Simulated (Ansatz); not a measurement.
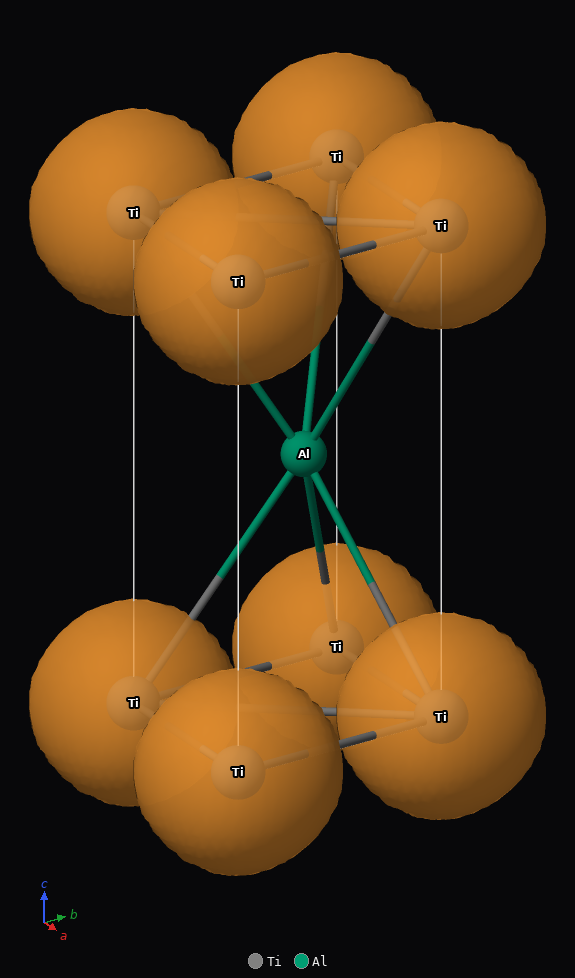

Figure. TiAl. Isosurface of the valence electron density at 0.4 e/Å³ (orange), seen slightly off an axis. Sticks mark near contacts.

Space group P3m1; a structure from a database of computed crystals, not necessarily the ambient phase; changed on purpose from its base cell (mode 6 frozen in at -0.062 Å, equal normal strain along x, y and z +0.0250); not relaxed (largest force 0.5 eV/Å); computed pressure about −6 GPa in this cell; computed without spin polarisation.

The calculation used DFT PBE, scalar-relativistic, plane waves, PAW in Ansatz.

Core electrons are frozen (PAW), and the valence fields are smoothed inside the atomic spheres.

**How is the density connected at this value?**

At this value the density breaks into separate islands; it holds about 60 % of the electrons treated as valence (semicore included). It bridges none of the near contacts. It is pinched off along the shortest Ti–Al (2.85 Å), Ti–Ti (2.95 Å), Al–Al (2.95 Å) and Ti–Al (3.01 Å) contacts. On the grid the lowest density along these lines, outside the cores, is 0.2 e/Å³ (Ti–Al, 2.85 Å), 0.19 e/Å³ (Ti–Ti, 2.95 Å), 0.18 e/Å³ (Al–Al, 2.95 Å) and 0.17 e/Å³ (Ti–Al, 3.01 Å).

**Does the calculation make it a metal, or give it a gap?**

It is metallic or semimetallic at this level of theory: no gap opens.
